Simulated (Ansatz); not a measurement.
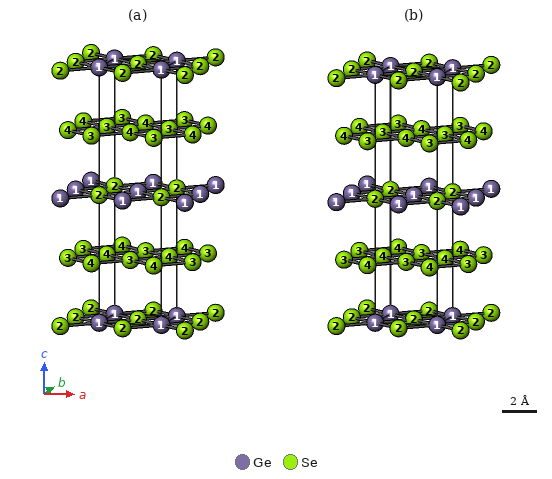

The structure of solid GeSe3 (built on the TiAl3 (D0_22)_139 type) before (left) and after (right) a relaxation, at one scale.

A ball-and-stick model of the conventional cell (2 times the calculation's cell), seen slightly off an axis. Lengths and directions refer to the drawn axes.

Case: TiAl3 (D0_22) type (I4/mmm, No. 139).

Method: DFT PBE, scalar-relativistic, plane waves, PAW (Ansatz 0.2.0). Set-up: plane-wave cutoff 420 eV; k-point mesh 18 × 18 × 18; occupations gaussian; smearing width 0.1 eV; no spin polarisation; cell and atoms relaxed; force threshold 0.01 eV/Å; at most 80 steps.

> What changed between the two?

The energy falls by 1.1 meV per atom in 3 accepted moves (4 points after the start). All forces vanish by symmetry, so only the cell relaxes. The pressure goes from −0.48 to 0.01 GPa. At 1 point the geometry stayed and the basis and grid were re-selected for the new cell (energy shift of 0.1 meV per atom at most each time). No atom moves by more than 0.005 Å relative to the cell. The volume changes by −3.5 %, with a = b 3.787 → 3.775 Å (−0.3 %), c 15.234 → 14.787 Å (−2.9 %). Near-neighbour distances that change, for instance: Ge1–Se2 2.677 → 2.669 Å, Se3–Se4 2.677 → 2.669 Å. The space group stays I4/mmm (No. 139). Cost: 12 min on 1 thread of Intel(R) Xeon(R) Platinum 8259CL CPU @ 2.50GHz (Skylake/Cascade Lake), with other jobs on the host, peak memory 1.5 GiB.
